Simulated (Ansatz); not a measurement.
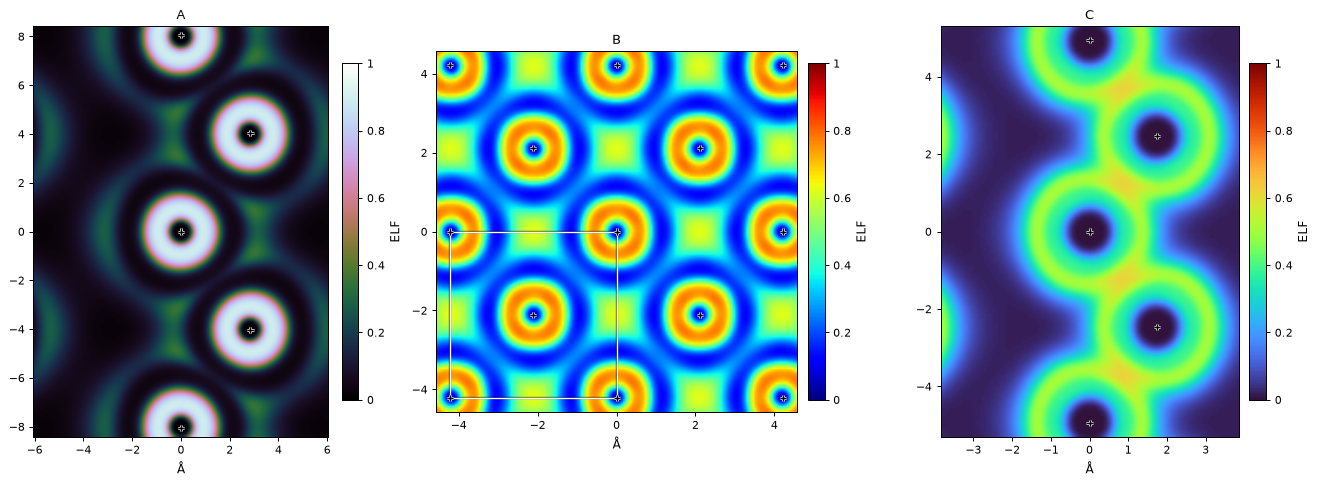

The ELF of 3 systems, each on a plane through atoms (crosses mark nuclei in the plane).

Method: DFT, HSE06, plane waves (420 eV) with PAW, scalar-relativistic in Ansatz.

System 1: Nb, the (010) plane of the conventional cell. Space group Fm-3m; set up as Nb, fcc; a generated structure, not necessarily the stable one; computed without spin polarisation.

```
Nb
1.0
     4.22067    0.00000    0.00000
     0.00000    4.22067    0.00000
     0.00000    0.00000    4.22067
Nb
4
Direct
  0.00000 0.00000 0.00000
  0.50000 0.50000 0.00000
  0.50000 0.00000 0.50000
  0.00000 0.50000 0.50000
```

System 2: Cs, the (011) plane of the conventional cell. Space group Fd-3m; set up as Cs, diamond; a generated structure, not necessarily the stable one.

```
Cs
1.0
    11.39978    0.00000    0.00000
     0.00000   11.39978    0.00000
     0.00000    0.00000   11.39978
Cs
8
Cartesian
  8.5498 2.8499 2.8499
  2.8499 8.5498 2.8499
  2.8499 2.8499 8.5498
  8.5498 8.5498 8.5498
  5.6999 0.0000 0.0000
  0.0000 5.6999 0.0000
  0.0000 0.0000 5.6999
  5.6999 5.6999 5.6999
```

System 3: Sb, the (110) plane of the conventional cell. Space group Fd-3m; set up as Sb, diamond; a generated structure, not necessarily the stable one.

```cif
data_structure
_symmetry_space_group_name_H-M 'P 1'
_symmetry_Int_Tables_number 1
_cell_length_a 6.9969
_cell_length_b 6.9969
_cell_length_c 6.9969
_cell_angle_alpha 90.000
_cell_angle_beta 90.000
_cell_angle_gamma 90.000
_cell_volume 342.55
loop_
_atom_site_label
_atom_site_type_symbol
_atom_site_fract_x
_atom_site_fract_y
_atom_site_fract_z
_atom_site_occupancy
Sb1 Sb 0.75000 0.25000 0.25000 1
Sb2 Sb 0.25000 0.75000 0.25000 1
Sb3 Sb 0.25000 0.25000 0.75000 1
Sb4 Sb 0.75000 0.75000 0.75000 1
Sb5 Sb 0.50000 0.00000 0.00000 1
Sb6 Sb 0.00000 0.50000 0.00000 1
Sb7 Sb 0.00000 0.00000 0.50000 1
Sb8 Sb 0.50000 0.50000 0.50000 1
```

**Match each panel to its system.**

Panel A is system 2, Cs: the plane holds Cs. Cs–Cs (4.94 Å): the ELF is about 0.10 at the midpoint (no localised pair shows between them). Panel B is system 1, Nb: the plane holds Nb. Nb–Nb (2.98 Å): the ELF is about 0.25 at the midpoint (no shared electron pair shows on this line). Panel C is system 3, Sb: the plane holds Sb. Sb–Sb (3.03 Å): the ELF peaks at about 0.60 between the atoms.
